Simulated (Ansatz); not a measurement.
Consider AlN.

```
Al N
1.0
     3.20250    0.00000    0.00000
    -1.60125    2.77345    0.00000
     0.00000    0.00000    4.01700
Al N
2 2
Cartesian
  0.0000 1.8490 3.0128
  1.6013 0.9245 1.0043
  0.0000 1.8490 1.0043
  1.6013 0.9245 3.0128
```

Space group P6₃/mmc; a structure from a database of computed crystals, not necessarily the ambient phase; computed pressure about 24 GPa in this cell.

These are results of Ansatz 0.2.0, DFT PBEsol, scalar-relativistic, plane waves, PAW, not measurements.

Question: Predict the valence pseudo-density and electron localisation function between the atoms.

Answer: Al–N (1.85 Å): ρ is about 0.72 e/Å³ halfway; the ELF peaks at about 0.85 in the valence shell of N, 0.7 Å from its nucleus, and is about 0.85 at the midpoint.

Question: Does the calculation make it a metal, or give it a gap?

Answer: It is gapped, with a Kohn–Sham gap of 4.0 eV on the k-point mesh (the band edges may lie off the mesh, which would make the gap smaller).

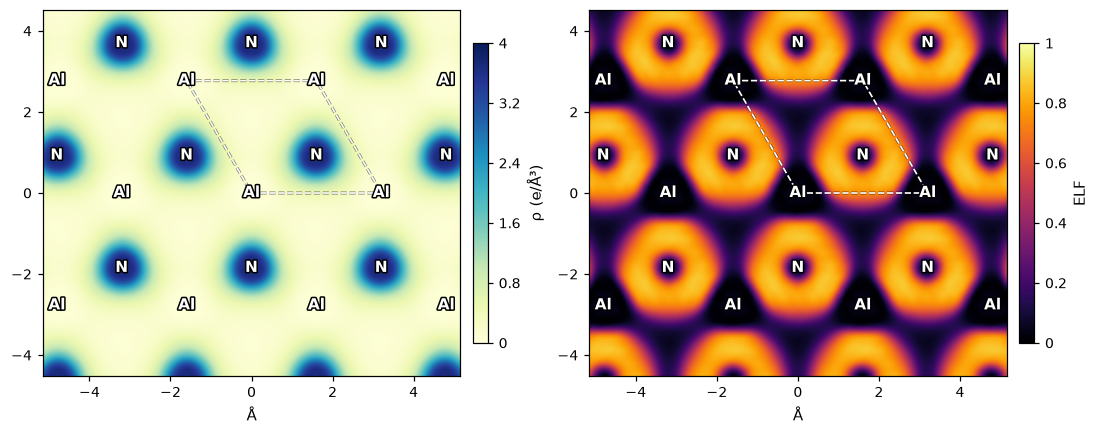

Computed valence pseudo-density and electron localisation function on the (001) plane of the conventional cell, in this order. 

Core electrons are frozen (PAW), and the valence fields are smoothed inside the atomic spheres.
